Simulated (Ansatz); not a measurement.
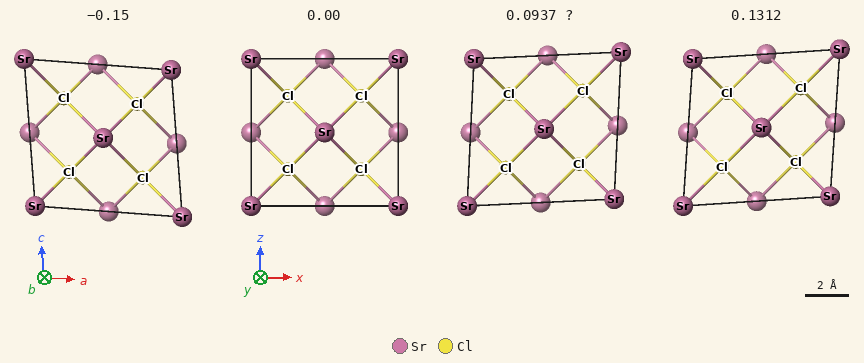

A scan of a crystal of SrCl2 (Fm-3m): the cell is strained in shear in the xz plane, with the atoms kept at their fractional coordinates. x, y and z are the Cartesian axes of the input. A ball-and-stick model of the conventional cell (4 times the calculation's cell), seen along the b axis. Lengths and directions refer to the drawn axes.

The calculation used Ansatz 0.2.0, DFT r2SCAN, scalar-relativistic, plane waves, PAW. (plane-wave cutoff 500 eV; k-point mesh 6 × 6 × 6; occupations gaussian; smearing width 0.05 eV; no spin polarisation). Energies (free energies at the smearing named) are counted from the cell as listed in its source, which wasn't relaxed.

```csv
engineering shear strain,ΔE (meV/atom)
−0.1500,34.2
−0.0750,8.2
0.0000,0.0
0.0187,0.5
0.0375,2.0
0.0562,4.6
0.0937,?
0.1125,18.8
0.1312,25.9
```

> One row is withheld. What is its energy?

A straight line between the two neighbours gives 14.1 meV/atom. A cubic through the four nearest rows (0.0375, 0.0562, 0.1125, 0.1312) gives, with Lagrange weights, (−0.2012)(2.0) + (0.5018)(4.6) + (1.0009)(18.8) + (−0.3015)(25.9) = 12.9 meV/atom. The calculation gives 12.9 meV/atom, so the cubic is right to the digits shown and the straight line 1.2 meV/atom too high, as the curve bends upwards here.

The whole profile:

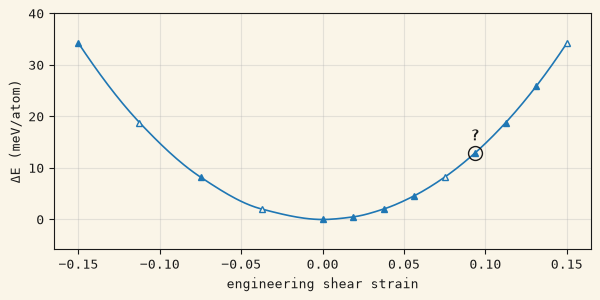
